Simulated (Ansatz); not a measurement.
Input file:

```
crystal:
  lattice:
    - [4.0880282815, 0.0, 0.0]
    - [0.0, 4.0880282815, 0.0]
    - [0.0, 0.0, 2.8513253939]
  atoms:
    - { symbol: Al, position: [0.5, 0.0, 0.5] }
    - { symbol: Al, position: [0.0, 0.5, 0.5] }
    - { symbol: Cu, position: [0.0, 0.0, -0.105214228] }
basis:
  ecutwfc: 500
kpoints:
  mp_grid: { grid: [12, 12, 16] }
hamiltonian:
  xc: r2scan
scf:
  occupations: { method: gaussian, width: 0.15 }
output:
  forces: true
  stress: true
  eigenvalues: true
  write_density: true
  write_potential: true
  elf: true
  volumetric_format: npy
```

Run with:

```sh
ansatz run input.yaml --threads 2 --pin off --max-ram 5120MiB --backend cpu --events-out ev --progress --plain --runs-dir out
```

Below, planes, directions and counts refer to the conventional cell (a = 4.09 Å, b = 4.09 Å, c = 2.85 Å, α = 90.00°, β = 90.00°, γ = 90.00°).

Space group P4mm; a structure from a database of computed crystals, not necessarily the ambient phase; changed on purpose from its base cell (atom 3 (Cu) moved by (+0.000, -0.300) A along [1 1 0] and z); not relaxed (largest force 1.9 eV/Å); computed pressure about 3 GPa in this cell; computed without spin polarisation.

Level of theory: Ansatz 0.2.0, DFT r2SCAN, scalar-relativistic, plane waves, PAW.

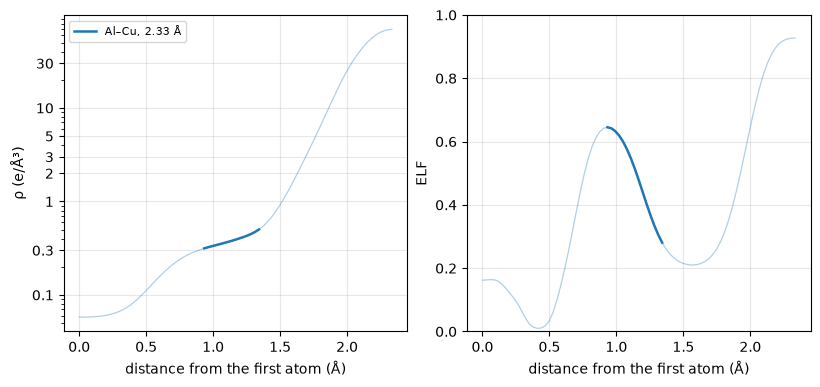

Al$_{2}$Cu. Valence charge density (pseudo) and electron localisation function along straight lines between neighbouring atoms. Thin, pale parts lie inside the atomic spheres.

The density is the valence pseudo-density of a PAW calculation; it isn't the true density close to the nuclei.

Question: What can be read from the curves?

Answer: Al–Cu (2.33 Å): ρ is about 0.39 e/Å³ halfway; the ELF peaks at about 0.65 between the atoms.
